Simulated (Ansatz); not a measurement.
## Electronic structure of MgTe in real space

Input

```
crystal:
  lattice:
    - [4.486082933, 0.0, 0.0]
    - [-2.2430414665, 3.8850617834, 0.0]
    - [0.0, 0.0, 7.3059874743]
  atoms:
    - { symbol: Mg, position: [0.3333333333, 0.6666666667, -0.0006080519] }
    - { symbol: Mg, position: [0.6666666667, 0.3333333333, 0.4993919481] }
    - { symbol: Te, position: [0.3333333333, 0.6666666667, 0.3756080519] }
    - { symbol: Te, position: [0.6666666667, 0.3333333333, 0.8756080519] }
kpoints:
  mp_grid: { grid: [6, 6, 4] }
  band_path:
    path:
      - [0.0, 0.0, 0.0]
      - [0.5, 0.0, 0.0]
      - [0.3333333333, 0.3333333333, 0.0]
      - [0.0, 0.0, 0.5]
      - [0.5, 0.0, 0.5]
      - [0.3333333333, 0.3333333333, 0.5]
      - [-0.010417, 0.005208, 0.0]
    npoints: 1
hamiltonian:
  xc: pbe
scf:
  occupations: { method: fermi_dirac, width: 0.02 }
  n_extra_bands: 5
output:
  forces: true
  stress: true
  eigenvalues: true
  write_density: true
  write_potential: true
  elf: true
  volumetric_format: npy
```

Run with:

```sh
ansatz run input.yaml --threads 2 --pin off --max-ram 29491MiB --backend cpu --events-out ev --progress --plain --runs-dir out
```

Below, planes, directions and counts refer to the conventional cell (a = 4.49 Å, b = 4.49 Å, c = 7.31 Å, α = 90.00°, β = 90.00°, γ = 120.00°).

Space group P6₃mc; started from the wurtzite prototype, which need not be the ambient phase; changed on purpose from its base cell (hydrostatic strain -2.0%); computed pressure about 3 GPa in this cell.

Level of theory: DFT, PBE, plane waves, PAW (Ansatz).

The density is the valence pseudo-density of a PAW calculation; it isn't the true density close to the nuclei.

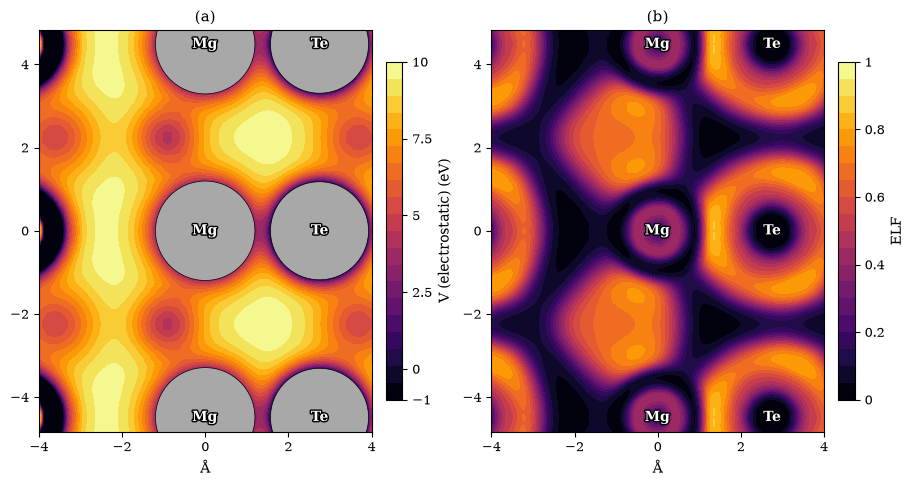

Figure 1. (a) electrostatic potential energy of an electron; (b) electron localisation function on the (11̄0) plane of the conventional cell. Grey discs cover the atomic cores in the potential map.

**Describe what can be read from this map.**

The plane passes through Mg and Te nuclei. Mg–Te (2.75 Å): the ELF peaks at about 0.85 in the valence shell of Te, 1.4 Å from its nucleus, and is about 0.85 at the midpoint. Outside the cores the potential energy rises away from the atoms and is highest about 2.5 Å from the nearest atoms; its zero is arbitrary.

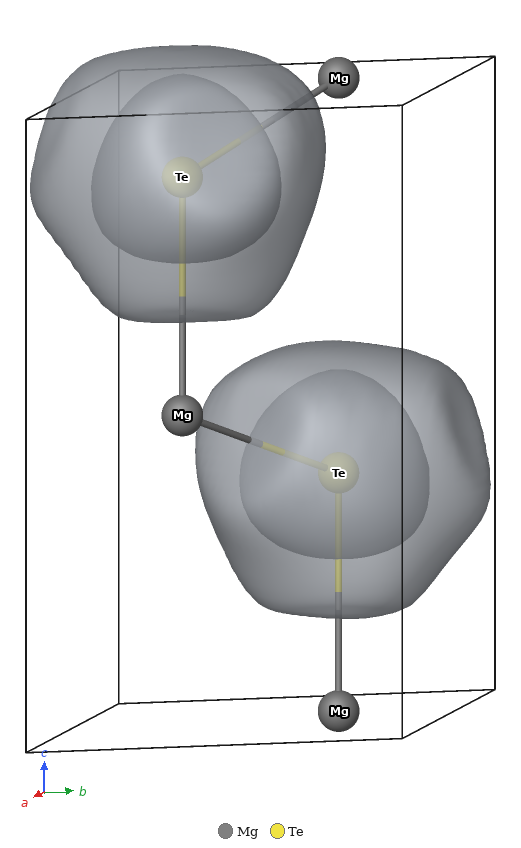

Figure 2. Isosurface of the electron localisation function at 0.6 (grey), seen slightly off an axis. Core shells and regions of very low density are left out. Sticks mark near contacts.

**Where are the electrons localised?**

At this value the surface marks out two regions wrapped around Te (the valence shell of each), counted in one cell of 4 atoms. Any copies at cell faces, edges or corners count once. Profiles from the grid: Mg–Te (2.74 Å): the ELF peaks at about 0.85 in the valence shell of Te, 1.4 Å from its nucleus, and is about 0.85 at the midpoint.

**Does the calculation give a band gap?**

It is gapped, with a Kohn–Sham gap of 2.7 eV on the k-point mesh, an upper bound to the gap of this method.
